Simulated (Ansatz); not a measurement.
# NbAs: what the fields show

```
Nb As
1.0
     5.85205    0.00000    0.00000
     0.00000    0.00000   -5.85205
     0.00000    5.85205    0.00000
Nb As
4 4
Direct
  0.50000 0.50000 0.00000
  0.00000 0.50000 0.50000
  0.00000 0.00000 0.00000
  0.50000 0.00000 0.50000
  0.25000 0.75000 0.25000
  0.75000 0.75000 0.75000
  0.75000 0.25000 0.25000
  0.25000 0.25000 0.75000
```

Space group F-43m; started from the zinc blende prototype, which need not be the ambient phase; spin-polarised.

Theory: Ansatz 0.2.0, DFT r2SCAN, scalar-relativistic, plane waves, PAW.

In a PAW calculation such maps are meaningful between the atoms, not at the nuclei.

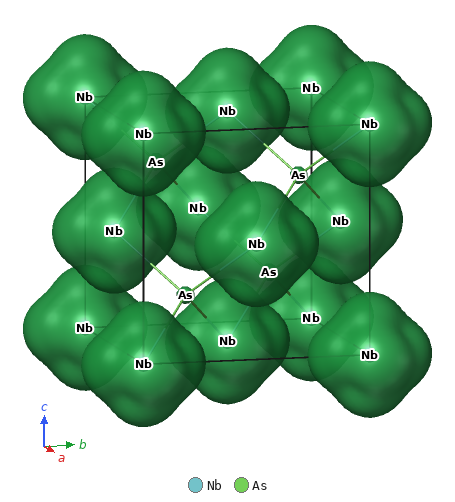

Figure 1. Isosurface of the magnetisation density (up minus down) at +0.03 e/Å³ (green), seen slightly off an axis. Sticks mark near contacts.

**Describe the spin distribution.**

The spin density sits on Nb: +1.0 μB (×4) in one cell of 8 atoms, with smaller moments on other sites: As (up to −0.06 μB): parallel main moments, as they must be, since the calculation's own cell holds one magnetic site. The cell of the calculation (2 atoms) carries 1.4 μB of net spin moment.

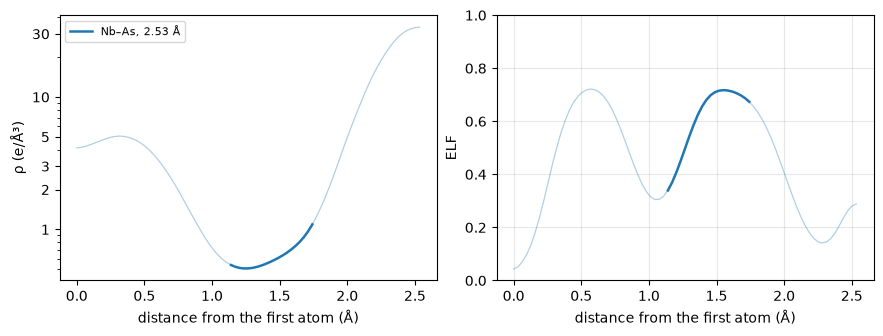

Figure 2. Valence charge density (pseudo) and ELF along straight lines between neighbouring atoms. Thin, pale parts lie inside the atomic spheres.

**What can be read from the curves?**

Nb–As (2.53 Å): ρ is about 0.51 e/Å³ halfway; the ELF is about 0.50 at the midpoint.

**Does the calculation make it a metal, or give it a gap?**

It is metallic or semimetallic at this level of theory: no gap opens.
